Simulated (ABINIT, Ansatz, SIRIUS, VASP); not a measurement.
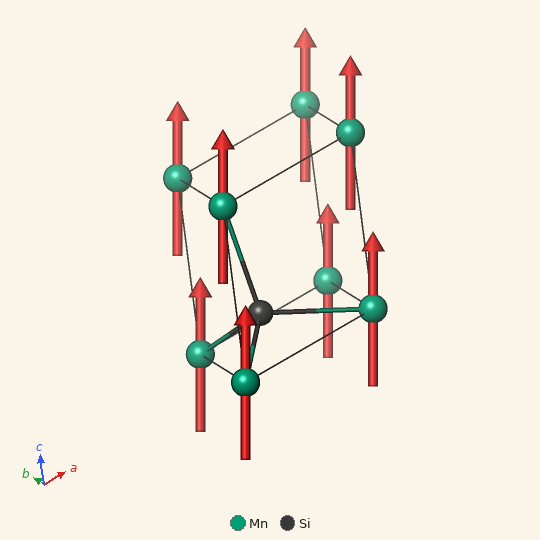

MnSi, zinc blende type, space group F-43m (No. 216), a = 5.054 Å, b = 5.054 Å, c = 5.054 Å, α = 90.00°, β = 90.00°, γ = 90.00°. The run's cell of 2 atoms, with the site moments from Ansatz LAPW (all-electron) as arrows (above 0.25 μB; red up, blue down). The cell is a cell made by a generator, which needn't be a real form of the compound. Other forms of this composition are known.

One fixed geometry in four programs or potential sets. Alike in all runs: functional PBE; k mesh 9 × 9 × 9 on the run's cell of 2 atoms; occupations fermi-dirac, width 0.05 eV; collinear spin, ferromagnetic start; no spin-orbit coupling. All runs are metallic.

| program | pressure (GPa) | net moment (μB per cell of 2) |
| --- | --- | --- |
| SIRIUS (PseudoDojo 0.4.1 standard) | 19.7 | 2.09 |
| Ansatz LAPW (all-electron) | 19.0 | 2.04 |
| VASP (PBE potentials, release 64 Mn_pv, Si) | 19.0 | 2.03 |
| ABINIT (JTH PAW PBE v2.0) | ? | ? |

**Estimate the row of ABINIT (JTH PAW PBE v2.0).**

A pressure of 19.2 GPa and a moment of 2.04 μB. The other rows span 19.0 to 19.7 GPa and 2.03 to 2.09 μB.

Plane-wave pressures hold the error of each finite cutoff. Each run keeps the magnetic state that it reached from a ferromagnetic start.

Caveat: so large a pressure means that the cell lies far from this level's equilibrium, or that cutoff or potentials fall short; a cell with one magnetic atom can't hold antiferromagnetic order, which such compounds often take.
